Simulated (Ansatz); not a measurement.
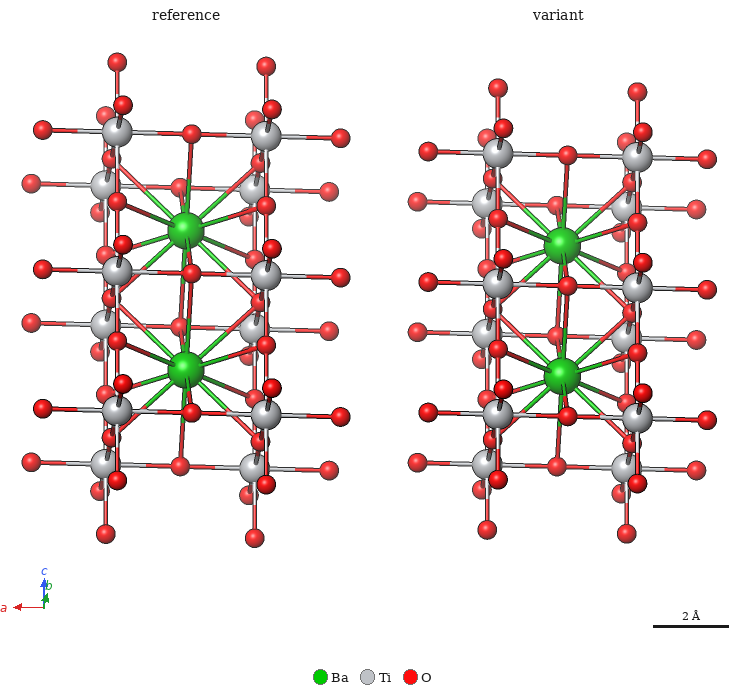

Left: a crystal of BaTiO3 (set up in Pm-3m). Right: the same structure after one change, at the same scale. A ball-and-stick model of the cell of the calculation, repeated 1 × 1 × 2 with one cell outlined, seen from a free direction.

Theory: DFT PBE, scalar-relativistic, plane waves, PAW in Ansatz 0.2.0. Set-up: plane-wave cutoff 420 eV; k-point mesh 8 × 8 × 8; occupations gaussian; smearing width 0.02 eV; no spin polarisation.

The crystal is put under a hydrostatic pressure of 50 GPa. Cell and atoms are relaxed at that pressure.

Question: And its effect?

Answer: It costs 303 meV per atom. The pressure goes from 0.0 to 49.9 GPa. The drawn cell changes as follows: a = b = c 4.019 → 3.764 Å (−6.4 %); the volume changes by −17.9 %. The atoms keep their places relative to the cell (all moves are under 0.005 Å). Among the bonded contacts that change: Ba–O 2.842 → 2.661 Å, O–Ti 2.010 → 1.882 Å. The space group stays Pm-3m (No. 221).
